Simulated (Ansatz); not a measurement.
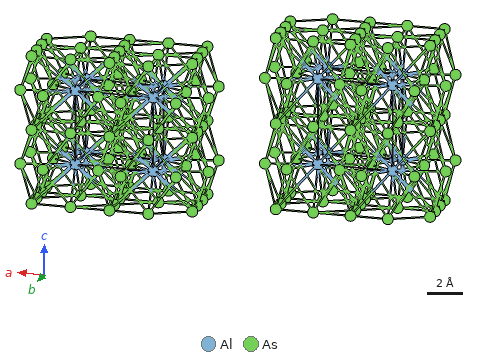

Two geometries of a crystal of AlAs₅ (a generated structure, set up in P6/mmm) (coarse preliminary run), drawn at one scale. One is the start of a relaxation, the other its converged end. Style: ball-and-stick. Shown: the cell of the calculation, from a free direction.

The calculation used DFT PBE, scalar-relativistic, plane waves, PAW (Ansatz 0.2.0). Set-up: plane-wave cutoff 420 eV; k-point mesh 6 × 6 × 4; occupations gaussian; smearing width 0.1 eV; no spin polarisation; cell and atoms relaxed; force threshold 0.04 eV/Å; at most 70 steps.

Q: Which of the two is the end point?

A: The right one is the relaxed one. The atoms keep their places relative to the cell (all moves are under 0.005 Å). The volume changes by +7.0 %, with a = b 5.644 → 5.421 Å (−4.0 %), c 4.358 → 5.055 Å (+16.0 %). Near-neighbour distances that change, for instance: As–As 2.721 → 2.973 Å, Al–As 3.566 → 3.706 Å, Al–As 3.259 → 3.130 Å, As–As 2.822 → 2.710 Å. Among the angles between lasting bonds that change: As–As–As 106.4° → 116.5°, As–As–As 145.2° → 149.5°. The space group stays P6/mmm (No. 191). Over 6 accepted moves (7 points after the start) the energy falls by 106 meV per atom. All forces vanish by symmetry, so only the cell relaxes. Pressure: 6.48 GPa at the start and 0.11 GPa at the end. The SCF was repeated once at an unchanged geometry on a basis and grid sized afresh for the cell, which shifted the energy by 2.3 meV per atom at most.
